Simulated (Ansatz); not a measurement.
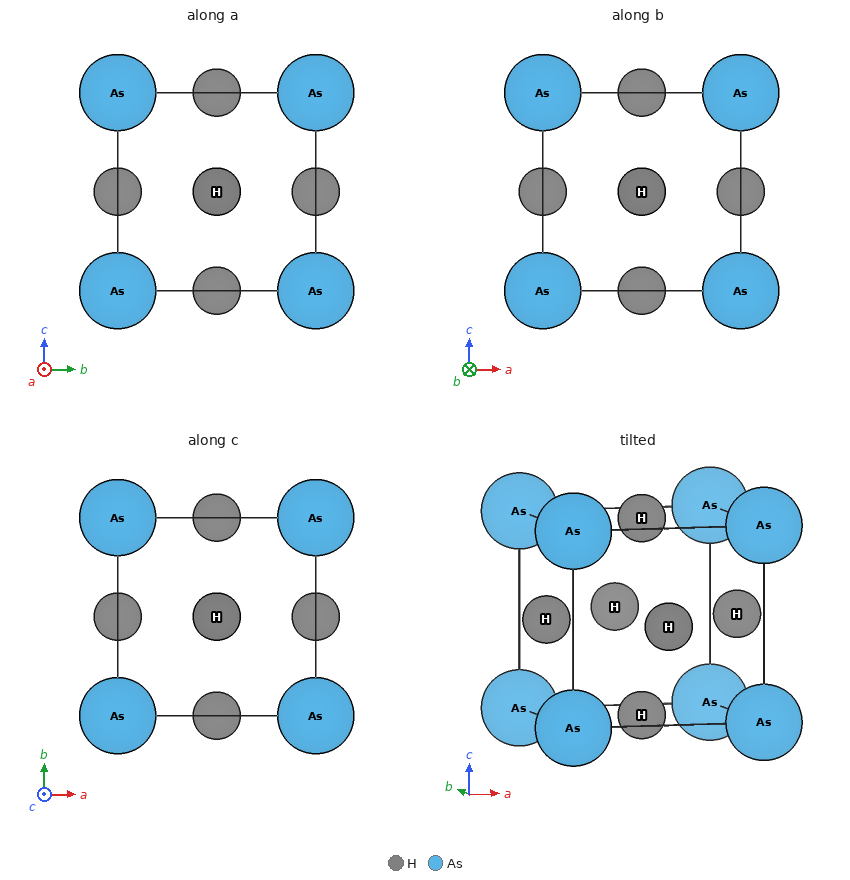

Structure drawing (spheres-only), viewed along the a axis, along the b axis, along the c axis and slightly off an axis. The parallelepiped is the conventional unit cell.

Lattice parameters: a = 3.0663 Å, b = 3.0663 Å, c = 3.0663 Å, α = 90.000°, β = 90.000°, γ = 90.000°.

### Express the structure as a CIF in P1 with every atom of the cell.

```cif
data_structure
_symmetry_space_group_name_H-M 'P 1'
_symmetry_Int_Tables_number 1
_cell_length_a 3.0663
_cell_length_b 3.0663
_cell_length_c 3.0663
_cell_angle_alpha 90.000
_cell_angle_beta 90.000
_cell_angle_gamma 90.000
_cell_volume 28.83
loop_
_atom_site_label
_atom_site_type_symbol
_atom_site_fract_x
_atom_site_fract_y
_atom_site_fract_z
_atom_site_occupancy
H1 H 0.0000 0.5000 0.5000 1
H2 H 0.5000 0.0000 0.5000 1
H3 H 0.5000 0.5000 0.0000 1
As1 As 0.0000 0.0000 0.0000 1
```

It derives from a structure type filled with these elements by a generator (whether the compound takes this form wasn't checked). The geometry was optimised with DFT PBE, scalar-relativistic, plane waves, PAW (Ansatz).
